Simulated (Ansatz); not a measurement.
```xyz
6
Lattice="-3.3295 3.3295 2.7235 3.3295 -3.3295 2.7235 3.3295 3.3295 -2.7235" Properties=species:S:1:pos:R:3 pbc="T T T"
Sn    1.0808    2.2487    2.7235
Sn    2.2487   -1.0808    2.7235
Sn    2.2487    1.0808    0.0000
Sn    1.0808    4.4103    0.0000
Mn    0.0000    0.0000    4.0853
Mn    0.0000    0.0000    1.3618
```

Space group I4/mcm; computed pressure about −5 GPa in this cell.

Level of theory: Ansatz, Kohn-Sham DFT of a periodic cell, PBEsol, spin-orbit coupling, Ansatz PAW.

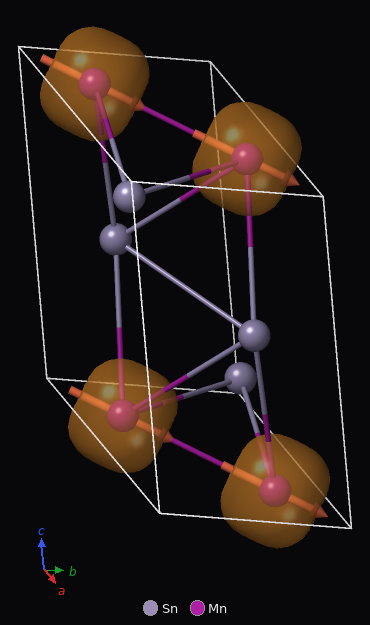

MnSn₂. Isosurface of the size of the magnetisation density at 0.15 e/Å³ (orange), with the spin moments of the magnetic sites as arrows; seen at an oblique angle.

Core electrons are frozen (PAW), and the valence fields are smoothed inside the atomic spheres.

> How are the spin moments arranged, and how large are they?

Spin moments: Mn 2.3 μB. All point the same way (ferromagnetic), along [1 1 0] of the cell.
